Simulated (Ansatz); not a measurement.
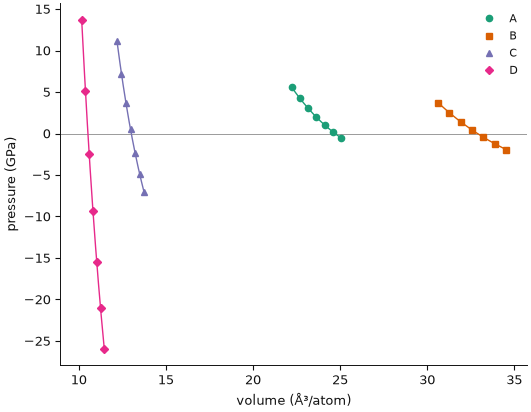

Plotted: pressure against volume, with one curve for each compound, for AgBr, BaS, CdO and TaN (all in space group Fm-3m (No. 225)). The labels are replaced by letters.

Computed with Ansatz 0.2.0: plane-wave DFT, no spin polarisation; energies at scaled volumes of the given cell, shape and fractions fixed, counted from the fit's minimum, third-order Birch-Murnaghan fit. Level: PBE0.

occupations Fermi–Dirac; smearing width 0.05 eV; potentials Ansatz PAW; wave cutoff 420 eV; density cutoff 1680 eV.

Which letter stands for which compound?

Answer. A: AgBr; B: BaS; C: CdO; D: TaN.

Limits of the calculation: coarse k mesh (BaS).
